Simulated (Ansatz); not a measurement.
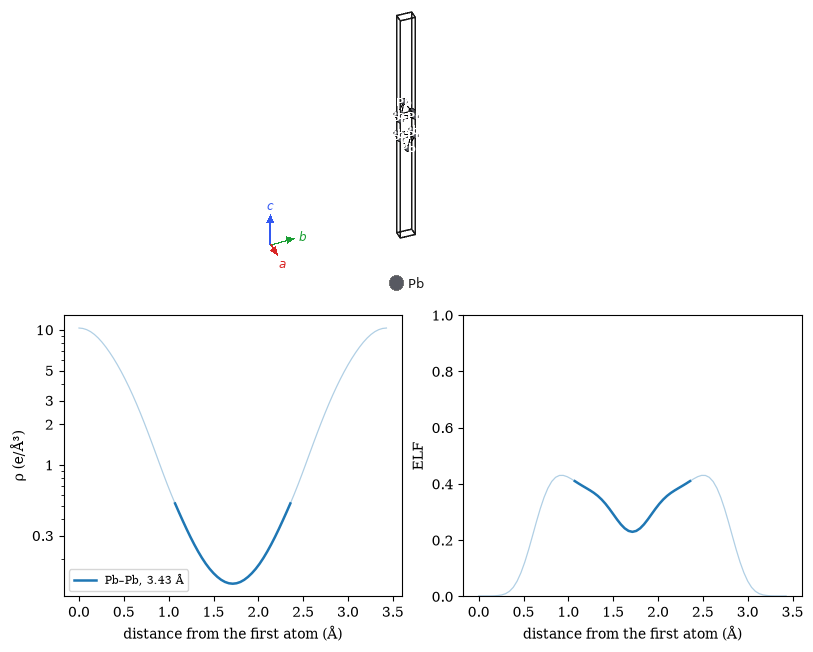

Figure 1: Pb. Valence electron density and ELF along straight lines between neighbouring atoms. Thin, pale parts lie inside the atomic spheres. The structure is drawn too.

Space group P-3m1; a structure from a database of computed crystals, not necessarily the ambient phase.

Method: DFT PBE+D3(BJ), scalar-relativistic, plane waves, PAW (Ansatz).

Core electrons are frozen (PAW), and the valence fields are smoothed inside the atomic spheres.

**What can be read from the curves?**

Pb–Pb (3.43 Å): ρ is about 0.13 e/Å³ halfway; the ELF is about 0.25 at the midpoint: no shared electron pair shows on this line.
